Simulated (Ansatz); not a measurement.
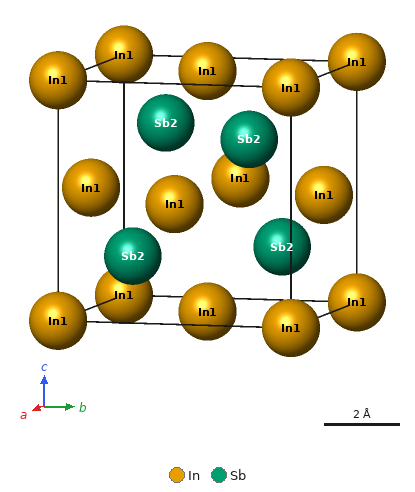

The input geometry of run 1 (spheres-only view of the cell 4 times as large as that of the calculation, set on its symmetry axes, seen slightly off an axis; atoms are numbered from 1 in the order of the input). An atom can appear more than once, as a periodic image.

# Two runs on InSb

System: InSb (F-43m, 2 atoms in the cell).
Method of run 1: DFT PBEsol, scalar-relativistic, plane waves, PAW, no spin polarisation (Ansatz 0.2.0).

The structure derives from an entry of the Crystallography Open Database. Text and figures count atoms from 1; the logs count them from 0 in places.

**The input, run 1**
```yaml
crystal:
  lattice:
    - [0.0, 3.22699823, 3.22699823]
    - [3.22699823, 0.0, 3.22699823]
    - [3.22699823, 3.22699823, 0.0]
  atoms:
    - { symbol: In, position: [0.0, 0.0, 0.0] }
    - { symbol: Sb, position: [0.25, 0.25, 0.25] }
basis:
  ecutwfc: 420
kpoints:
  mp_grid: { grid: [12, 12, 12] }
hamiltonian:
  xc: pbesol
scf:
  occupations: { method: gaussian, width: 0.1 }
output:
  forces: true
  stress: true
  eigenvalues: true
  write_density: true
  write_potential: true
  elf: true
  volumetric_format: npy
```

Launched with:
```bash
ansatz run input.yaml --threads 1 --pin off --max-ram 2560MiB --backend cpu --events-out ev --progress --plain --runs-dir out
```

Hardware: 1 thread of Intel Xeon @ 2.50GHz (Skylake/Cascade Lake), 189 GiB of memory available, shared host.

**Output, shortened to warnings, some set-up lines, iterations and results (run 1)**
```
Basis set: ecut = 420 eV, 1363 PW (Γ), exchange–correlation on 64×64×64 points (8 copies of the dense FFT grid, shifted against one another)
Symmetry: 24 space group operations
k-points: 72 of 1728 (time reversal used)
Initial density: superposition of atomic densities (neutral atoms: chi_scale 0, normalization atom), corrected by the library's trained network
[...]
SCF iter   1: F=—  HF=-11933.647110 eV  |F-HF|=—  |Δ(HF+E_count)|=         —  Δρ=3.46e-3  dr2=1.27e-2  ethr=1.77e-3  ⟨swp⟩=6.0  Hψ=6696  notcnv=0
SCF iter   2: F=—  HF=-11933.641104 eV  |F-HF|=—  |Δ(HF+E_count)|=   6.01e-3  Δρ=1.34e-3  dr2=8.99e-4  ethr=4.54e-5  ⟨swp⟩=2.2  Hψ=2324  notcnv=0
SCF iter   3: F=—  HF=-11933.641273 eV  |F-HF|=—  |Δ(HF+E_count)|=   1.69e-4  Δρ=4.44e-4  dr2=1.27e-4  ethr=3.21e-6  ⟨swp⟩=2.0  Hψ=1945  notcnv=0
SCF iter   4: F=—  HF=-11933.641300 eV  |F-HF|=—  |Δ(HF+E_count)|=   2.73e-5  Δρ=1.82e-4  dr2=1.60e-5  ethr=4.54e-7  ⟨swp⟩=2.0  Hψ=1944  notcnv=0
SCF iter   5: F=—  HF=-11933.641322 eV  |F-HF|=—  |Δ(HF+E_count)|=   2.16e-5  Δρ=3.62e-5  dr2=6.07e-7  ethr=5.70e-8  ⟨swp⟩=3.0  Hψ=1960  notcnv=0
SCF iter   6: F=-11933.641322 eV  HF=-11933.641322 eV  |F-HF|=7.57e-9  |Δ(HF+E_count)|=   1.10e-7  Δρ=1.02e-5  dr2=5.22e-8  ethr=3.57e-10  ⟨swp⟩=11.3  Hψ=9894  notcnv=0
SCF 1 converged in 6 iterations: F = -11933.641322 eV  dr2 = 5.22e-8
SCF converged after 6 iterations
Free energy (F): -11933.641322 eV
Harris-Foulkes:  -11933.641322 eV  (|F-HF|=7.57e-9)
Internal energy: -11933.641178 eV  (E = F + TS)
E sigma→0 (E₀):  -11933.641250 eV
Entropy (-TS):   -0.000144 eV (-0.072 meV/atom)
Fermi energy:    7.439789 eV
--- Per-component energies (eV) ---
  E_band       = -260.320209
  E_kinetic    = 451.824232
  E_local      = -3188.872571  (includes V_loc(G=0)·N_el)
  E_nonlocal   = 733.118431
  E_hartree    = 1369.690900
  E_xc         = -350.989448
  E_vxc        = -196.607608  (∫ρ·V_xc dr)
  E_paw        = -8584.895340  (= ΣΔE_a)
  E_vpaw       = -799.177223  (= ΣTr[D̂ρ^β])
  E_aug_tail   = 0.000023  (compensation charges beyond the density's cutoff)
  E_ewald      = -2364.085165
  E_core_change = 0.567760  (= ΣΔE_core)
  E_smearing   = -0.000144  (= −TS)
  E_closure    = 0.000000  (closes the sum)
  Σ components = -11933.641322   (vs F -11933.641322, Δ=0.00e0)
--- Forces (eV/Å), atoms counted from 1 ---
  atom   1  In     0.00000000    -0.00000000    -0.00000000
  atom   2  Sb    -0.00000000     0.00000000     0.00000000
  max |Σ_I F_I| component: 5.55e-17 eV/Å
--- Stress (GPa, compression-positive) ---
        1.381733       0.000000      -0.000000
       -0.000000       1.381733       0.000000
       -0.000000       0.000000       1.381733
  P = ⅓ Tr σ = 1.3817 GPa (13.817 kbar)
```

The input of run 2 differs as follows (lines with − go, lines with + come):
```diff
-    - [0.0, 3.22699823, 3.22699823]
-    - [3.22699823, 0.0, 3.22699823]
-    - [3.22699823, 3.22699823, 0.0]
+    - [0.0, 3.3238654676, 3.3238654676]
+    - [3.3238654676, 0.0, 3.3238654676]
+    - [3.3238654676, 3.3238654676, 0.0]
```

What does this change do to the results?

With the same functional and potentials, run 2 lies 10.8 meV per atom higher. The pressure goes from 1.38 to −2.18 GPa. The volume per atom goes from 33.60 to 36.72 Å³. The number of SCF iterations is the same. The plane waves at Γ go from 1363 to 1459.

**Output, shortened to warnings, some set-up lines, iterations and results (run 2)**
```
Basis set: ecut = 420 eV, 1459 PW (Γ), exchange–correlation on 64×64×64 points (8 copies of the dense FFT grid, shifted against one another)
Symmetry: 24 space group operations
k-points: 72 of 1728 (time reversal used)
Initial density: superposition of atomic densities (neutral atoms: chi_scale 0, normalization atom), corrected by the library's trained network
[...]
SCF iter   1: F=—  HF=-11933.625040 eV  |F-HF|=—  |Δ(HF+E_count)|=         —  Δρ=3.29e-3  dr2=1.23e-2  ethr=1.77e-3  ⟨swp⟩=6.1  Hψ=6627  notcnv=0
SCF iter   2: F=—  HF=-11933.619441 eV  |F-HF|=—  |Δ(HF+E_count)|=   5.60e-3  Δρ=1.11e-3  dr2=8.09e-4  ethr=4.39e-5  ⟨swp⟩=2.8  Hψ=2808  notcnv=0
SCF iter   3: F=—  HF=-11933.619660 eV  |F-HF|=—  |Δ(HF+E_count)|=   2.19e-4  Δρ=4.06e-4  dr2=1.33e-4  ethr=2.89e-6  ⟨swp⟩=2.0  Hψ=1945  notcnv=0
SCF iter   4: F=—  HF=-11933.619708 eV  |F-HF|=—  |Δ(HF+E_count)|=   4.84e-5  Δρ=1.62e-4  dr2=1.52e-5  ethr=4.77e-7  ⟨swp⟩=2.0  Hψ=1945  notcnv=0
SCF iter   5: F=—  HF=-11933.619731 eV  |F-HF|=—  |Δ(HF+E_count)|=   2.30e-5  Δρ=1.82e-5  dr2=1.61e-7  ethr=5.42e-8  ⟨swp⟩=2.0  Hψ=1585  notcnv=0
SCF iter   6: F=-11933.619732 eV  HF=-11933.619732 eV  |F-HF|=6.95e-9  |Δ(HF+E_count)|=   9.03e-8  Δρ=5.73e-6  dr2=1.65e-8  ethr=3.57e-10  ⟨swp⟩=11.0  Hψ=9957  notcnv=0
SCF 1 converged in 6 iterations: F = -11933.619732 eV  dr2 = 1.65e-8
SCF converged after 6 iterations
Free energy (F): -11933.619732 eV
Harris-Foulkes:  -11933.619732 eV  (|F-HF|=6.95e-9)
Internal energy: -11933.619577 eV  (E = F + TS)
E sigma→0 (E₀):  -11933.619654 eV
Entropy (-TS):   -0.000155 eV (-0.077 meV/atom)
Fermi energy:    6.355386 eV
--- Per-component energies (eV) ---
  E_band       = -286.006552
  E_kinetic    = 449.457611
  E_local      = -3299.065853  (includes V_loc(G=0)·N_el)
  E_nonlocal   = 732.739271
  E_hartree    = 1412.176852
  E_xc         = -349.882329
  E_vxc        = -195.114132  (∫ρ·V_xc dr)
  E_paw        = -8584.424157  (= ΣΔE_a)
  E_vpaw       = -798.370900  (= ΣTr[D̂ρ^β])
  E_aug_tail   = 0.000023  (compensation charges beyond the density's cutoff)
  E_ewald      = -2295.188755
  E_core_change = 0.567760  (= ΣΔE_core)
  E_smearing   = -0.000155  (= −TS)
  E_closure    = 0.000000  (closes the sum)
  Σ components = -11933.619732   (vs F -11933.619732, Δ=0.00e0)
--- Forces (eV/Å), atoms counted from 1 ---
  atom   1  In     0.00000000    -0.00000000    -0.00000000
  atom   2  Sb    -0.00000000     0.00000000     0.00000000
  max |Σ_I F_I| component: 6.48e-17 eV/Å
--- Stress (GPa, compression-positive) ---
       -2.179008      -0.000000      -0.000000
       -0.000000      -2.179008       0.000000
       -0.000000       0.000000      -2.179008
  P = ⅓ Tr σ = -2.1790 GPa (-21.790 kbar)
```

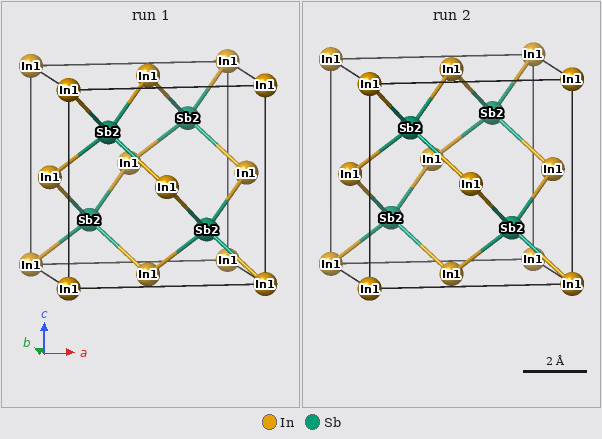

The two input geometries at one scale (ball-and-stick view of the cell 4 times as large as that of the calculation, set on its symmetry axes, seen slightly off an axis). No atom moves by more than 0.005 Å relative to the cell. Cell: a = b = c 6.454 → 6.648 Å (+3.0 %). Volume +9.3 %. Among the contacts that change: In1–Sb2 2.795 → 2.879 Å.

**The two runs side by side**

```tsv
quantity	run 1	run 2
outcome	converged	converged
free energy per atom (eV)	−5966.8207	−5966.8099
gap on the mesh (eV)	0.00	0.00
pressure (GPa)	1.38	−2.18
volume per atom (Å³)	33.60	36.72
largest force (eV/Å)	0.000	0.000
SCF iterations	6	6
irreducible k-points	72	72
plane waves at Γ	1363	1459
wall time (shared host)	16 s	18 s
```
